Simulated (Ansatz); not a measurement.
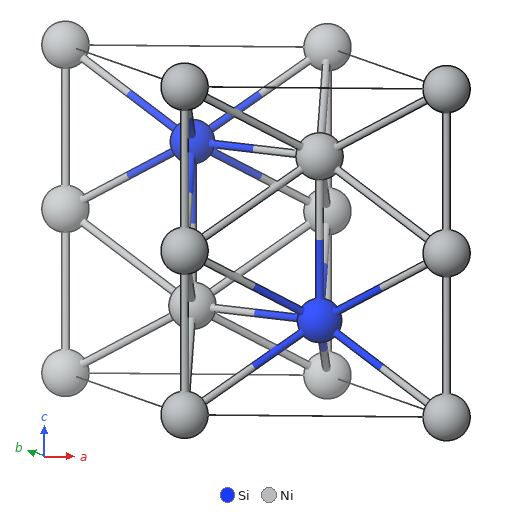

System: a slab cut from SiNi₂ (slab content Si₈Ni₁₆), space group P6_3/mmc (No. 194). The picture shows the bulk cell.

The given structure:
```xyz
6
Lattice="3.8685 0.0000 0.0000 -1.9342 3.3502 0.0000 0.0000 0.0000 4.9170" Properties=species:S:1:pos:R:3 pbc="T T T"
Si    0.0000    2.2335    3.6877
Si    1.9343    1.1167    1.2292
Ni    0.0000    0.0000    0.0000
Ni    0.0000    0.0000    2.4585
Ni    0.0000    2.2335    1.2292
Ni    1.9343    1.1167    3.6877
```

Calculation (Ansatz 0.2.0): spacing and rumpling of the atomic planes of a slab cut from the relaxed bulk cell along the Miller plane (conventional indices), bottom to top, after all atoms relax, plane waves with PAW datasets, Γ-centred k mesh. Level: PBEsol, no spin polarisation.

space group in which the indices count 194; Miller index h 1; Miller index k 0; Miller index l 0; top plane SiNi; bottom plane SiNi; planes 12; surface cell (1, 1); slab thickness as cut 12.28 Å; vacuum 15 Å; surface area 19.02 Å²; surface a 3.868 Å; surface b 4.917 Å; surface angle 90 °; slab atoms 24; wave cutoff 420 eV; k mesh 9×7×1; occupations Gaussian; smearing width 0.1 eV; boundary dipole corrected.

Describe the result: the spacing change of each pair of planes. The cases: 1–2; 2–3; 3–4; 4–5; 5–6; 6–7; 7–8; 8–9; 9–10; 10–11; 11–12.

The least value, −0.076 Å, is that of 1–2 and 11–12, and the largest, 0.041 Å, that of 2–3 and 10–11.

| pair of planes | spacing change (Å) | spacing to next (Å) | content of the two planes |
| --- | --- | --- | --- |
| 1–2 | −0.076 | 1.041 | SiNi and Ni2 |
| 2–3 | 0.041 | 1.158 | Ni2 and SiNi |
| 3–4 | −0.015 | 1.102 | SiNi and SiNi |
| 4–5 | 0.030 | 1.146 | SiNi and Ni2 |
| 5–6 | −0.027 | 1.090 | Ni2 and SiNi |
| 6–7 | 0.017 | 1.133 | SiNi and SiNi |
| 7–8 | −0.027 | 1.090 | SiNi and Ni2 |
| 8–9 | 0.030 | 1.146 | Ni2 and SiNi |
| 9–10 | −0.015 | 1.102 | SiNi and SiNi |
| 10–11 | 0.041 | 1.158 | SiNi and Ni2 |
| 11–12 | −0.076 | 1.041 | Ni2 and SiNi |

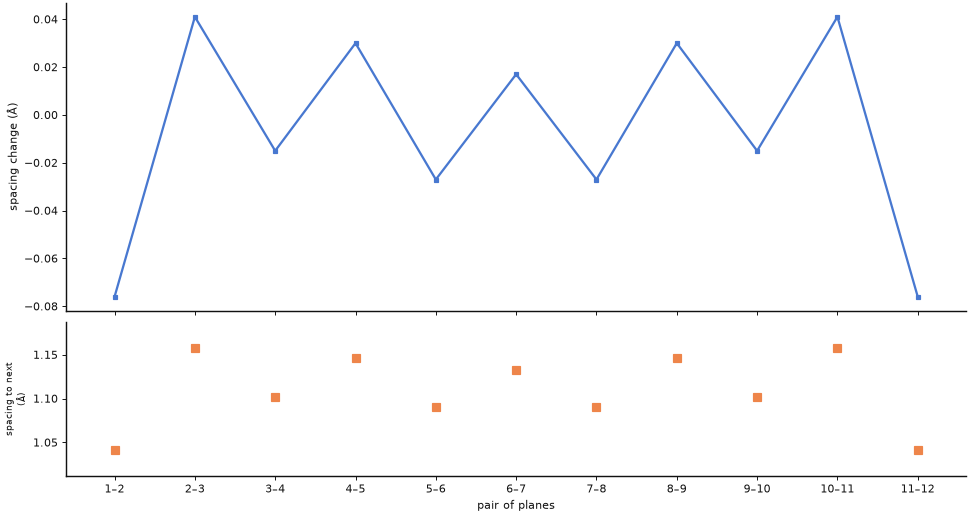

Caveats: k mesh lowers the symmetry; no spin polarisation, a magnetic state may lie lower; xc potential rough in thin density.
